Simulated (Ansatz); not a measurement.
Run report: Ti, geometry relaxation (part 1 of 2)

Ti (slab, 7 atoms in the cell), computed with DFT PBE, scalar-relativistic, plane waves, PAW, no spin polarisation (Ansatz 0.2.0).

The structure derives from an entry of the Crystallography Open Database. It belongs to a series of runs on one base structure; here: (1 0 0) slab, atoms relaxed.

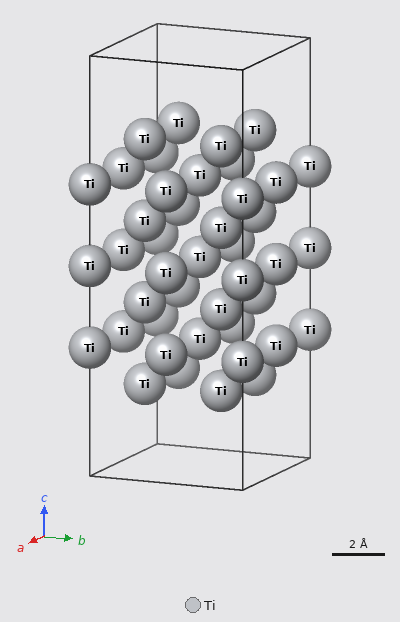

**Figure 1.** The structure as given in the input (spheres-only view of the 2 × 2 repeat of the cell, with the vacuum cut short, seen slightly off an axis). An atom can appear more than once, as a periodic image.

## The input
```yaml
crystal:
  lattice:
    - [3.2555055271, 0.0, 0.0]
    - [0.0, 3.2555055271, 0.0]
    - [0.0, 0.0, 24.7665165814]
  atoms:
    - { symbol: Ti, position: [0.5, 0.5, 0.3028282147] }
    - { symbol: Ti, position: [0.0, 0.0, 0.3685521431] }
    - { symbol: Ti, position: [0.5, 0.5, 0.4342760716] }
    - { symbol: Ti, position: [0.0, 0.0, 0.5] }
    - { symbol: Ti, position: [0.5, 0.5, 0.5657239284] }
    - { symbol: Ti, position: [0.0, 0.0, 0.6314478569] }
    - { symbol: Ti, position: [0.5, 0.5, 0.6971717853] }
basis:
  ecutwfc: 420
kpoints:
  mp_grid: { grid: [11, 11, 1] }
hamiltonian:
  xc: pbe
scf:
  occupations: { method: gaussian, width: 0.1 }
output:
  forces: true
  eigenvalues: true
  write_density: true
  write_potential: true
  elf: true
  volumetric_format: npy
relax:
  adjacent_minimum: "off"
  f_tol: 0.02
  max_steps: 60
efield:
  axis: 3
  dipole_correction: true
  ramp_width: 0.04
```

Launched with:
```bash
ansatz run input.yaml --threads 1 --pin off --max-ram 2560MiB --backend cpu --events-out ev --progress --plain --runs-dir out
```

## Output
```
Engine: ansatz 0.2.0, x86_64-unknown-linux-gnu
Pseudopotentials: kind: paw
Pseudopotential: Ti, paw, valence charge 12, recommended cutoff 420 eV (normal), Ti.paw.azcp
Functional definition: PBE
  parameter kappa = 0.804
  parameter beta = 0.06672455060314922
  exchange = pbe_x(kappa = kappa, mu = beta*pi^2/3)
  correlation = pbe_c(beta = beta)
Crystal: 7 atoms, lattice volume = 262.483 Å³
Basis set: ecut = 420 eV, 5163 PW (Γ), exchange–correlation on 48×48×360 points (8 copies of the dense FFT grid, shifted against one another)
Bands: 51, of which v1, the nominal top of the filled ones, is band 42 counted from 1 (41 counted from 0)
Symmetry: 8 space group operations
k-points: 21 of 121
Non-local potential: Ti, projectors of the file, l = 0: 3, l = 1: 2, l = 2: 3, l = 3: 1
PAW form: soft (Blöchl's): semilocal exchange-correlation on the pseudo side does not see the compensation charge
PAW one-centre angular grid: Ti, 590 points (default); XC on 64 Gauss nodes
Initial density: superposition of atomic densities (neutral atoms: chi_scale 0, normalization atom), corrected by the library's trained network
Initial wavefunctions: pseudopotential atomic-orbital guess
Functional: x = pbe(κ = 0.804, μ = 0.2195149727645171), c = pbe(β = 0.06672455060314922)
SCF iter   1: F=—  HF=-17494.911064 eV  |F-HF|=—  |Δ(HF+E_count)|=         —  Δρ=1.61e-2  dr2=9.28e0  ethr=1.77e-3  p=0.000 e·Å  D=1.20e-13 V/Å  ΔV_dip=-0.00 eV  dr2_dipole=2.29e-7  V_vac-E_F(+/−)=3.53/3.53 eV  ⟨swp⟩=9.2  Hψ=4822  notcnv=0  defer=1
efield: sawtooth ramp at fractional position 0.9800 (placed from the atoms, in the widest stretch of the axis that holds none; the zero of the levels goes with the place), width 0.0400; the density the first Hamiltonian is built on has a dipole p = 0.000 e·Å; the dipole correction subtracts the counter field D = 1.20e-13 V/Å, which shifts the + side's vacuum level by -0.00 eV against the − side's; the planar-averaged density in the ramp window peaks in size at 9.7e-5 e/Å³
preconditioner: auto → LDOS  [metal: Δε(μ)=0.010 eV  Ē_g=2.084 eV  σ=0.100 eV  W_gap=0.06  n_scr=52 (ndim 8)  ℏωp=12.1 eV  f_vac=0.461  D(μ)=16.66/eV (n_scr^D=170)  β→1.0]
SCF iter   2: F=—  HF=-17494.777339 eV  |F-HF|=—  |Δ(HF+E_count)|=   1.34e-1  Δρ=3.11e-3  dr2=8.13e-2  ethr=1.77e-3  p=0.000 e·Å  D=3.19e-5 V/Å  ΔV_dip=-0.00 eV  dr2_dipole=1.56e-7  V_vac-E_F(+/−)=3.17/3.17 eV  ⟨swp⟩=2.4  Hψ=1367  notcnv=0  defer=19
SCF iter   3: F=—  HF=-17494.777502 eV  |F-HF|=—  |Δ(HF+E_count)|=   1.62e-4  Δρ=1.34e-3  dr2=2.26e-2  ethr=9.67e-5  p=0.000 e·Å  D=1.93e-5 V/Å  ΔV_dip=-0.00 eV  dr2_dipole=1.09e-7  V_vac-E_F(+/−)=3.22/3.22 eV  ⟨swp⟩=2.0  Hψ=1485  notcnv=0  defer=21
SCF iter   4: F=—  HF=-17494.777417 eV  |F-HF|=—  |Δ(HF+E_count)|=   8.46e-5  Δρ=3.82e-4  dr2=1.28e-3  ethr=2.69e-5  p=0.000 e·Å  D=1.13e-5 V/Å  ΔV_dip=-0.00 eV  dr2_dipole=1.74e-9  V_vac-E_F(+/−)=3.20/3.20 eV  ⟨swp⟩=1.9  Hψ=1143  notcnv=0  defer=21
SCF iter   5: F=—  HF=-17494.777262 eV  |F-HF|=—  |Δ(HF+E_count)|=   1.55e-4  Δρ=1.40e-4  dr2=1.10e-4  ethr=1.52e-6  p=0.000 e·Å  D=7.47e-6 V/Å  ΔV_dip=-0.00 eV  dr2_dipole=6.14e-10  V_vac-E_F(+/−)=3.21/3.21 eV  ⟨swp⟩=2.0  Hψ=1283  notcnv=0  defer=20
SCF iter   6: F=—  HF=-17494.777272 eV  |F-HF|=—  |Δ(HF+E_count)|=   9.54e-6  Δρ=5.26e-5  dr2=1.75e-5  ethr=1.31e-7  p=0.000 e·Å  D=3.40e-6 V/Å  ΔV_dip=-0.00 eV  dr2_dipole=2.63e-11  V_vac-E_F(+/−)=3.22/3.22 eV  ⟨swp⟩=2.0  Hψ=1335  notcnv=0  defer=20
SCF iter   7: F=-17494.777273 eV  HF=-17494.777274 eV  |F-HF|=1.05e-6  |Δ(HF+E_count)|=   2.55e-6  Δρ=1.87e-5  dr2=1.91e-6  ethr=1.19e-8  p=0.000 e·Å  D=1.58e-6 V/Å  ΔV_dip=-0.00 eV  dr2_dipole=2.09e-12  V_vac-E_F(+/−)=3.22/3.22 eV  ⟨swp⟩=20.7  Hψ=10162  notcnv=0
SCF 1 converged in 7 iterations: F = -17494.777273 eV  dr2 = 1.91e-6
  greatest PAW one-centre occupation: 0.999 electrons in one spin orbital (limit 2), on the Ti atom at site 1 (counted from 0), in its partial waves of l = 0
relax step   1: F+E_penalty+E_count = -17494.77727302 eV  Δ(F+E_penalty+E_count) = +0.000e0 eV  max|allowed force component| = 4.712e-1 eV/Å  Δτ_max = 0.0000 Å  (7 SCF iters, dr2 threshold 1.00e-5 eV, accepted)
Initial density: handed on by an earlier stage of this run
Initial wavefunctions: those handed on with the density
SCF iter   1: F=—  HF=-17494.977521 eV  |F-HF|=—  |Δ(HF+E_count)|=         —  Δρ=1.74e-2  dr2=2.78e0  ethr=3.10e-3  p=0.000 e·Å  D=1.58e-6 V/Å  ΔV_dip=-0.00 eV  dr2_dipole=1.26e-10  V_vac-E_F(+/−)=3.33/3.33 eV  ⟨swp⟩=5.2  Hψ=2527  notcnv=0
efield: sawtooth ramp at fractional position 0.9800 (handed on by an earlier solve), width 0.0400; the density the first Hamiltonian is built on has a dipole p = 0.000 e·Å; the dipole correction subtracts the counter field D = 1.58e-6 V/Å, which shifts the + side's vacuum level by -0.00 eV against the − side's; the planar-averaged density in the ramp window peaks in size at 1.4e-6 e/Å³
preconditioner: auto → LDOS  [metal: Δε(μ)=0.018 eV  Ē_g=2.129 eV  σ=0.100 eV  W_gap=0.10  n_scr=52 (ndim 8)  ℏωp=12.1 eV  f_vac=0.482  D(μ)=17.13/eV (n_scr^D=186)  β→1.0]
SCF iter   2: F=—  HF=-17494.805761 eV  |F-HF|=—  |Δ(HF+E_count)|=   1.72e-1  Δρ=5.67e-3  dr2=1.45e-1  ethr=3.10e-3  p=0.000 e·Å  D=4.08e-6 V/Å  ΔV_dip=-0.00 eV  dr2_dipole=5.21e-10  V_vac-E_F(+/−)=3.07/3.07 eV  ⟨swp⟩=2.3  Hψ=1445  notcnv=0  defer=27
SCF iter   3: F=—  HF=-17494.807149 eV  |F-HF|=—  |Δ(HF+E_count)|=   1.39e-3  Δρ=1.98e-3  dr2=3.68e-2  ethr=1.73e-4  p=0.000 e·Å  D=5.96e-6 V/Å  ΔV_dip=-0.00 eV  dr2_dipole=4.38e-9  V_vac-E_F(+/−)=3.20/3.20 eV  ⟨swp⟩=2.8  Hψ=1921  notcnv=0  defer=27
SCF iter   4: F=—  HF=-17494.806729 eV  |F-HF|=—  |Δ(HF+E_count)|=   4.20e-4  Δρ=9.34e-4  dr2=5.79e-3  ethr=4.38e-5  p=0.000 e·Å  D=1.50e-6 V/Å  ΔV_dip=-0.00 eV  dr2_dipole=5.10e-10  V_vac-E_F(+/−)=3.22/3.22 eV  ⟨swp⟩=2.3  Hψ=1500  notcnv=0  defer=27
SCF iter   5: F=—  HF=-17494.806327 eV  |F-HF|=—  |Δ(HF+E_count)|=   4.01e-4  Δρ=1.74e-4  dr2=1.36e-4  ethr=6.89e-6  p=0.000 e·Å  D=1.22e-6 V/Å  ΔV_dip=-0.00 eV  dr2_dipole=3.67e-11  V_vac-E_F(+/−)=3.23/3.23 eV  ⟨swp⟩=2.0  Hψ=1314  notcnv=0  defer=27
SCF iter   6: F=—  HF=-17494.806323 eV  |F-HF|=—  |Δ(HF+E_count)|=   4.26e-6  Δρ=6.85e-5  dr2=4.82e-5  ethr=1.62e-7  p=0.000 e·Å  D=6.24e-7 V/Å  ΔV_dip=-0.00 eV  dr2_dipole=4.78e-13  V_vac-E_F(+/−)=3.24/3.24 eV  ⟨swp⟩=3.3  Hψ=1987  notcnv=0  defer=27
SCF iter   7: F=-17494.806324 eV  HF=-17494.806328 eV  |F-HF|=3.41e-6  |Δ(HF+E_count)|=   4.56e-6  Δρ=3.08e-5  dr2=5.02e-6  ethr=1.65e-8  p=0.000 e·Å  D=2.01e-7 V/Å  ΔV_dip=-0.00 eV  dr2_dipole=2.13e-13  V_vac-E_F(+/−)=3.25/3.25 eV  ⟨swp⟩=19.1  Hψ=9459  notcnv=0
SCF 2 converged in 7 iterations: F = -17494.806324 eV  dr2 = 5.02e-6
  greatest PAW one-centre occupation: 0.999 electrons in one spin orbital (limit 2), on the Ti atom at site 2 (counted from 0), in its partial waves of l = 0
relax step   2: F+E_penalty+E_count = -17494.80632439 eV  Δ(F+E_penalty+E_count) = -2.905e-2 eV  max|allowed force component| = 3.621e-1 eV/Å  Δτ_max = 0.1729 Å  (7 SCF iters, dr2 threshold 1.39e-5 eV, accepted)
iter 1 solved again at ethr=2.86e-4 eV; its pass at ethr=3.10e-3 eV (dr2=2.41e-1 eV) is discarded
SCF iter   1: F=—  HF=-17494.847493 eV  |F-HF|=—  |Δ(HF+E_count)|=         —  Δρ=5.37e-3  dr2=2.60e-1  ethr=2.86e-4  p=0.000 e·Å  D=2.01e-7 V/Å  ΔV_dip=-0.00 eV  dr2_dipole=2.26e-11  V_vac-E_F(+/−)=3.20/3.20 eV  ⟨swp⟩=1.2  Hψ=3163  notcnv=0  defer=19
efield: sawtooth ramp at fractional position 0.9800 (handed on by an earlier solve), width 0.0400; the density the first Hamiltonian is built on has a dipole p = 0.000 e·Å; the dipole correction subtracts the counter field D = 2.01e-7 V/Å, which shifts the + side's vacuum level by -0.00 eV against the − side's; the planar-averaged density in the ramp window peaks in size at 4.0e-6 e/Å³
preconditioner: auto → LDOS  [metal: Δε(μ)=0.027 eV  Ē_g=2.054 eV  σ=0.100 eV  W_gap=0.15  n_scr=52 (ndim 8)  ℏωp=12.1 eV  f_vac=0.472  D(μ)=15.84/eV (n_scr^D=170)  β→1.0]
SCF iter   2: F=—  HF=-17494.830457 eV  |F-HF|=—  |Δ(HF+E_count)|=   1.70e-2  Δρ=2.24e-3  dr2=2.74e-2  ethr=2.86e-4  p=0.000 e·Å  D=1.11e-7 V/Å  ΔV_dip=-0.00 eV  dr2_dipole=9.20e-11  V_vac-E_F(+/−)=3.28/3.28 eV  ⟨swp⟩=2.0  Hψ=1478  notcnv=0  defer=19
SCF iter   3: F=—  HF=-17494.829090 eV  |F-HF|=—  |Δ(HF+E_count)|=   1.37e-3  Δρ=8.74e-4  dr2=4.79e-3  ethr=3.26e-5  p=0.000 e·Å  D=1.33e-8 V/Å  ΔV_dip=-0.00 eV  dr2_dipole=6.23e-11  V_vac-E_F(+/−)=3.24/3.24 eV  ⟨swp⟩=2.2  Hψ=1687  notcnv=0  defer=19
SCF iter   4: F=—  HF=-17494.828754 eV  |F-HF|=—  |Δ(HF+E_count)|=   3.35e-4  Δρ=2.64e-4  dr2=3.52e-4  ethr=5.70e-6  p=0.000 e·Å  D=8.19e-8 V/Å  ΔV_dip=-0.00 eV  dr2_dipole=1.84e-11  V_vac-E_F(+/−)=3.24/3.24 eV  ⟨swp⟩=2.0  Hψ=1308  notcnv=0  defer=19
SCF iter   5: F=—  HF=-17494.828755 eV  |F-HF|=—  |Δ(HF+E_count)|=   1.04e-6  Δρ=1.02e-4  dr2=5.64e-5  ethr=4.19e-7  p=0.000 e·Å  D=1.82e-8 V/Å  ΔV_dip=-0.00 eV  dr2_dipole=3.39e-13  V_vac-E_F(+/−)=3.24/3.24 eV  ⟨swp⟩=2.0  Hψ=1364  notcnv=0  defer=19
SCF iter   6: F=—  HF=-17494.828763 eV  |F-HF|=—  |Δ(HF+E_count)|=   8.16e-6  Δρ=4.59e-5  dr2=1.47e-5  ethr=6.71e-8  p=0.000 e·Å  D=2.20e-8 V/Å  ΔV_dip=-0.00 eV  dr2_dipole=4.45e-13  V_vac-E_F(+/−)=3.24/3.24 eV  ⟨swp⟩=2.0  Hψ=1316  notcnv=0  defer=19
SCF iter   7: F=-17494.828763 eV  HF=-17494.828764 eV  |F-HF|=5.14e-7  |Δ(HF+E_count)|=   5.43e-7  Δρ=1.16e-5  dr2=8.21e-7  ethr=9.75e-9  p=0.000 e·Å  D=6.11e-9 V/Å  ΔV_dip=-0.00 eV  dr2_dipole=6.39e-13  V_vac-E_F(+/−)=3.23/3.23 eV  ⟨swp⟩=20.0  Hψ=10165  notcnv=0
SCF 3 converged in 7 iterations: F = -17494.828763 eV  dr2 = 8.21e-7
relax step   3: F+E_penalty+E_count = -17494.82876336 eV  Δ(F+E_penalty+E_count) = -2.244e-2 eV  max|allowed force component| = 3.776e-2 eV/Å  Δτ_max = 0.0634 Å  (7 SCF iters, dr2 threshold 8.19e-6 eV, accepted)
SCF iter   1: F=—  HF=-17494.830088 eV  |F-HF|=—  |Δ(HF+E_count)|=         —  Δρ=1.25e-3  dr2=2.12e-2  ethr=2.41e-5  p=0.000 e·Å  D=6.11e-9 V/Å  ΔV_dip=-0.00 eV  dr2_dipole=8.98e-12  V_vac-E_F(+/−)=3.23/3.23 eV  ⟨swp⟩=2.0  Hψ=1639  notcnv=0
efield: sawtooth ramp at fractional position 0.9800 (handed on by an earlier solve), width 0.0400; the density the first Hamiltonian is built on has a dipole p = 0.000 e·Å; the dipole correction subtracts the counter field D = 6.11e-9 V/Å, which shifts the + side's vacuum level by -0.00 eV against the − side's; the planar-averaged density in the ramp window peaks in size at 3.7e-6 e/Å³
preconditioner: auto → LDOS  [metal: Δε(μ)=0.013 eV  Ē_g=2.065 eV  σ=0.100 eV  W_gap=0.08  n_scr=52 (ndim 8)  ℏωp=12.1 eV  f_vac=0.472  D(μ)=16.37/eV (n_scr^D=170)  β→1.0]
SCF iter   2: F=—  HF=-17494.829181 eV  |F-HF|=—  |Δ(HF+E_count)|=   9.07e-4  Δρ=3.68e-4  dr2=1.19e-3  ethr=2.41e-5  p=-0.000 e·Å  D=-2.25e-8 V/Å  ΔV_dip=0.00 eV  dr2_dipole=2.05e-13  V_vac-E_F(+/−)=3.23/3.23 eV  ⟨swp⟩=1.0  Hψ=1239  notcnv=0
SCF iter   3: F=—  HF=-17494.829252 eV  |F-HF|=—  |Δ(HF+E_count)|=   7.08e-5  Δρ=1.72e-4  dr2=2.85e-4  ethr=1.42e-6  p=0.000 e·Å  D=1.99e-8 V/Å  ΔV_dip=-0.00 eV  dr2_dipole=6.35e-13  V_vac-E_F(+/−)=3.23/3.23 eV  ⟨swp⟩=2.1  Hψ=1395  notcnv=0
SCF iter   4: F=—  HF=-17494.829229 eV  |F-HF|=—  |Δ(HF+E_count)|=   2.28e-5  Δρ=7.05e-5  dr2=4.00e-5  ethr=3.39e-7  p=-0.000 e·Å  D=-7.55e-9 V/Å  ΔV_dip=0.00 eV  dr2_dipole=1.85e-13  V_vac-E_F(+/−)=3.23/3.23 eV  ⟨swp⟩=2.4  Hψ=1633  notcnv=0
SCF iter   5: F=—  HF=-17494.829079 eV  |F-HF|=—  |Δ(HF+E_count)|=   1.50e-4  Δρ=2.20e-5  dr2=2.17e-6  ethr=4.76e-8  p=-0.000 e·Å  D=-1.46e-8 V/Å  ΔV_dip=0.00 eV  dr2_dipole=3.59e-14  V_vac-E_F(+/−)=3.23/3.23 eV  ⟨swp⟩=2.1  Hψ=1272  notcnv=0
SCF iter   6: F=—  HF=-17494.829080 eV  |F-HF|=—  |Δ(HF+E_count)|=   7.72e-7  Δρ=9.17e-6  dr2=3.79e-7  ethr=2.59e-9  p=-0.000 e·Å  D=-1.37e-9 V/Å  ΔV_dip=0.00 eV  dr2_dipole=6.09e-16  V_vac-E_F(+/−)=3.23/3.23 eV  ⟨swp⟩=2.0  Hψ=1335  notcnv=0
SCF iter   7: F=-17494.829080 eV  HF=-17494.829080 eV  |F-HF|=3.08e-8  |Δ(HF+E_count)|=   2.12e-7  Δρ=3.72e-6  dr2=7.59e-8  ethr=1.19e-10  p=0.000 e·Å  D=1.85e-9 V/Å  ΔV_dip=-0.00 eV  dr2_dipole=2.74e-13  V_vac-E_F(+/−)=3.23/3.23 eV  ⟨swp⟩=14.2  Hψ=7476  notcnv=0
SCF 4 converged in 7 iterations: F = -17494.829080 eV  dr2 = 7.59e-8
relax step   4: F+E_penalty+E_count = -17494.82907991 eV  Δ(F+E_penalty+E_count) = -3.166e-4 eV  max|allowed force component| = 1.694e-2 eV/Å  Δτ_max = 0.0049 Å  (7 SCF iters, accepted)
```

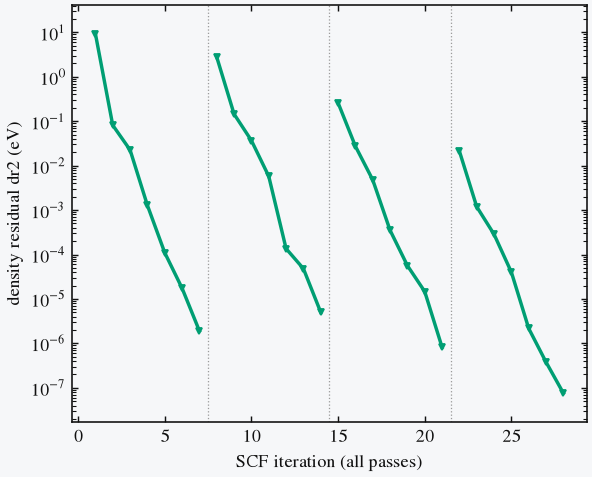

**Figure 2.** Convergence of the self-consistent field: density residual dr2 against the SCF iteration. The dotted lines part the SCF passes of the relaxation: geometry steps, rejected trials and re-solves on a re-selected basis. The passes take 7, 7, 7 and 7 iterations.

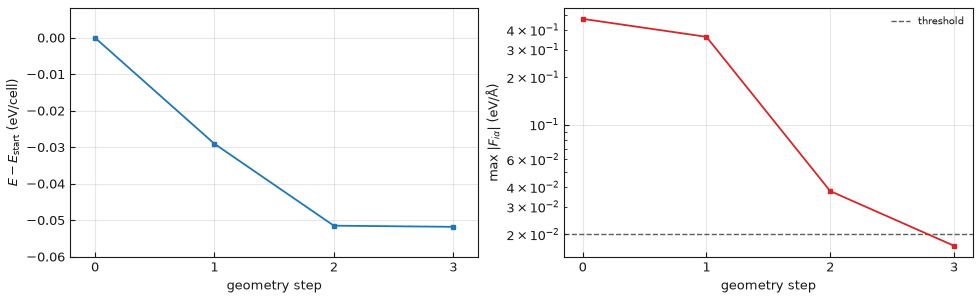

**Figure 3.** Progress of the relaxation, step by step (the first geometry is step 0 here and step 1 in the log).

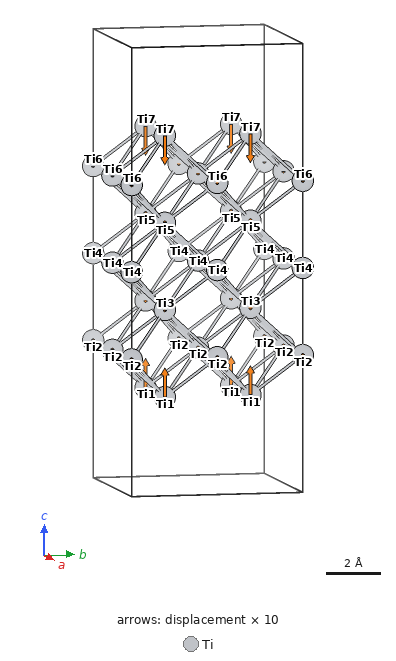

**Figure 4.** The starting structure with the displacements as orange arrows, magnified 10 times (ball-and-stick view of the 2 × 2 repeat of the cell, with the vacuum cut short, seen slightly off an axis). The largest moves, 0.11 Å, are those of Ti1 and Ti7. The lattice vectors keep their values. Distances before and after: Ti1–Ti2 2.819 → 2.761 Å, Ti2–Ti3 2.819 → 2.809 Å, Ti3–Ti4 2.819 → 2.825 Å. Among the angles that change: Ti2–Ti1–Ti2 109.5° → 113.0°. Over 3 geometry steps the energy falls by 51.8 meV per cell of the calculation. Largest force component: 0.47 eV/Å at the start, 0.017 eV/Å at the end. (Atoms are counted from 1 in the order of the input.)
